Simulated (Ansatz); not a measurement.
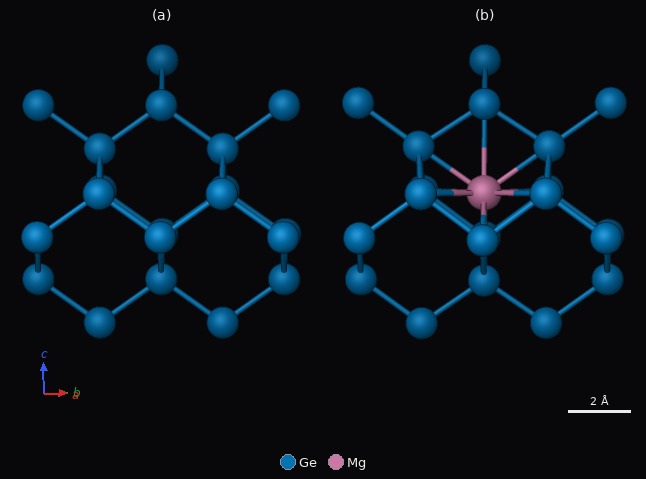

Left: perfect Ge. Right: the same region with one point defect, after relaxing the atoms in a supercell of 64 sites. The picture is a ball-and-stick view of the atoms within 5.4 Å of one point, in a slice 4.2 Å thick across the line of sight, seen from a free direction.

Method: DFT, PBEsol, PAW, plane waves in Ansatz 0.2.0. Set-up: plane-wave cutoff 420 eV; k-point mesh 1 × 1 × 1; mesh shifted by (0.25, 0.25, 0.25); no spin polarisation. Fermi-Dirac smearing of 0.01 eV. The axes drawn are those of the host's conventional cell.

> What kind of defect was made?

An extra magnesium atom is put between the host's atoms (an interstitial).

The charge state of the cell is 0.

> How does the lattice respond?

The Mg atom starts with 10 Ge at 2.45 to 2.84 Å around its place and ends with 10 Ge at 2.61 to 2.89 Å. Of the host's atoms, a germanium atom moves furthest from its site, by 0.16 Å.
